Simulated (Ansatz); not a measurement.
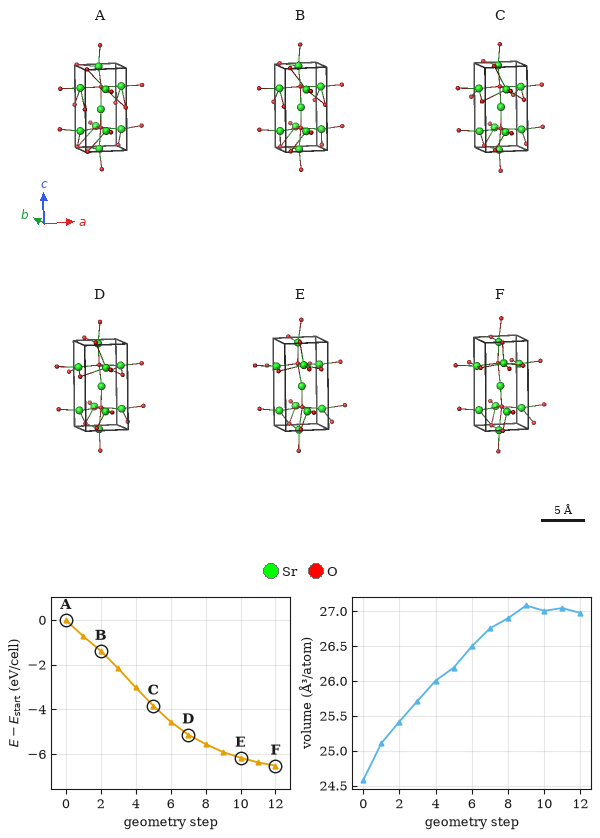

Frames of a relaxation of a crystal of Sr3O2 (a generated structure, set up in P1) (coarse preliminary run), marked on the history of the run. Style: ball-and-stick. Shown: the cell of the calculation, reduced to other axes, slightly off an axis. Lengths and directions refer to the drawn axes.

Computed with Ansatz 0.2.0, DFT PBE, scalar-relativistic, plane waves, PAW. Set-up: plane-wave cutoff 420 eV; k-point mesh 4 × 4 × 2; occupations gaussian; smearing width 0.2 eV; no spin polarisation; cell and atoms relaxed; force threshold 0.025 eV/Å; at most 60 steps.

Question: What happens along the run?

Answer: The run was cut off at its time limit before the relaxation converged, so the last structure is only a point on the way. After 12 geometry steps the energy has fallen by 6.515 eV per cell of the calculation. Largest force component: 2.5 eV/Å at the start, 0.2 eV/Å at the end. Pressure: 1.76 GPa at the start and 0.05 GPa at the end. An O atom moves most relative to the cell: 2.14 Å along [−1 0 2]. Largest moves by element: O 2.14 Å, Sr 0.63 Å. The drawn cell changes as follows: a 5.007 → 5.161 Å (+3.1 %), b 5.018 → 5.004 Å (−0.3 %), c 9.789 → 10.488 Å (+7.1 %), α 88.2° → 86.1°, β 89.1° → 88.2°, γ 89.6° → 92.8°; the volume changes by +9.7 %. Some distances before and after: O–Sr 3.346 → 2.343 Å, O–Sr 3.388 → 2.468 Å, O–Sr 3.319 → 2.427 Å, O–Sr 3.364 → 2.520 Å. New bonds form: O–Sr (3.47 → 2.82 Å), O–Sr (3.48 → 2.67 Å). Bond angles that change, for instance: Sr–O–Sr 93.9° → 78.1°, O–Sr–O 92.0° → 76.9°, Sr–O–Sr 92.7° → 107.3°. The space group stays P1 (No. 1). From step 0 to 2: an O atom moves most (0.39 Å), volume +3.4 %, energy −1.382 eV per cell of the calculation. From step 2 to 5: an O atom moves most (0.58 Å), volume +3.0 %, energy −2.449 eV per cell of the calculation. From step 5 to 7: an O atom moves most (0.41 Å), volume +2.1 %, energy −1.291 eV per cell of the calculation. From step 7 to 10: an O atom moves most (0.57 Å), volume +0.9 %, energy −1.039 eV per cell of the calculation. From step 10 to 12: O atoms move most (0.39 Å), volume −0.1 %, energy −0.356 eV per cell of the calculation.
